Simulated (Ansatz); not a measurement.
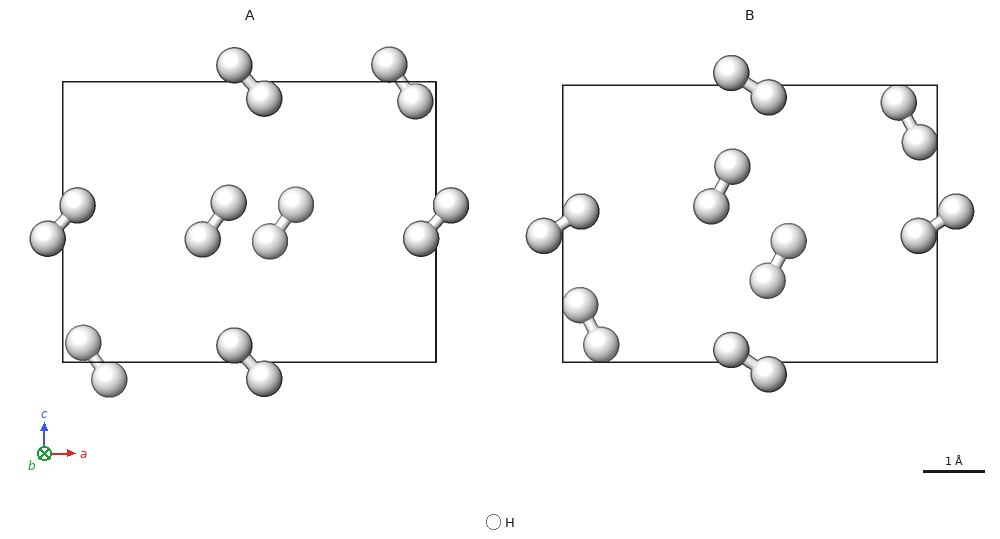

Two geometries of a crystal of H (built on the database_62 type), drawn at one scale. One is the start of a relaxation, the other its converged end. Style: ball-and-stick. Shown: the cell of the calculation, along the b axis.

These are results of Ansatz, DFT r2SCAN, scalar-relativistic, plane waves, PAW, not measurements. (plane-wave cutoff 500 eV; k-point mesh 4 × 2 × 6; occupations gaussian; smearing width 0.02 eV; no spin polarisation; cell and atoms relaxed; force threshold 0.01 eV/Å; at most 80 steps)

Q: Which one is relaxed?

A: Structure A is the relaxed one. Case: structure listed in a database for this formula (Pnma, No. 62). The largest moves relative to the cell, 0.64 Å, are those of H atoms. Cell: a 6.183 → 6.161 Å (−0.4 %), b 11.758 → 11.957 Å (+1.7 %), c 4.569 → 4.623 Å (+1.2 %). Volume +2.5 %. The space group stays Pnma (No. 62). Over 11 accepted moves (15 points after the start) the energy falls by 1.8 meV per atom. The largest force component goes from 0.016 to 0.0048 eV/Å. The pressure goes from 0.04 to 0.00 GPa. The line search rejected the trial steps at points 8, 11, 13 of the run. The SCF was repeated once at an unchanged geometry on a basis and grid sized afresh for the cell, which shifted the energy by 0.1 meV per atom at most. The run took roughly 7 core-minutes on a shared host.
